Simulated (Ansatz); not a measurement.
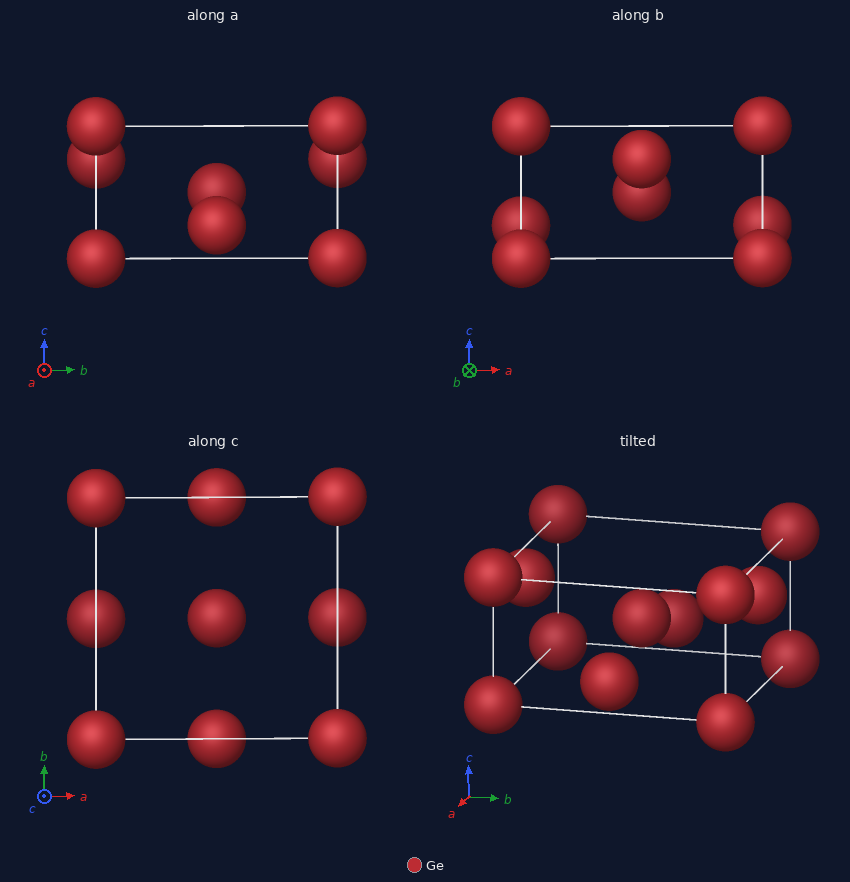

View along the a axis, along the b axis, along the c axis and slightly off an axis, drawn as a spheres-only model. The frame is the drawn cell (a repeat of the simulation cell); atoms at its boundary are shown with their periodic copies.

Lattice parameters: a = 4.976 Å, b = 4.976 Å, c = 2.727 Å, α = 89.86°, β = 89.86°, γ = 89.68°. Put a along x and b in the xy plane.

Q: Convert the drawing into a POSCAR file.

A:
```
Ge
1.0
     4.976    0.000    0.000
     0.028    4.976    0.000
     0.007    0.007    2.727
Ge
4
Direct
  0.0000 0.9999 0.0001
  0.4999 0.0000 0.7501
  0.5000 0.4999 0.5001
  0.9999 0.5000 0.2501
```

The initial geometry was a structure type filled with this element by a generator (whether the element takes this form wasn't checked). Earlier steps of the study may have refined or changed the cell and positions. A calculation with Ansatz used it as input.

At this level of theory the cell isn't at rest (compressed, at 8 GPa), so its distances can differ from those at equilibrium, the more so the softer the solid.
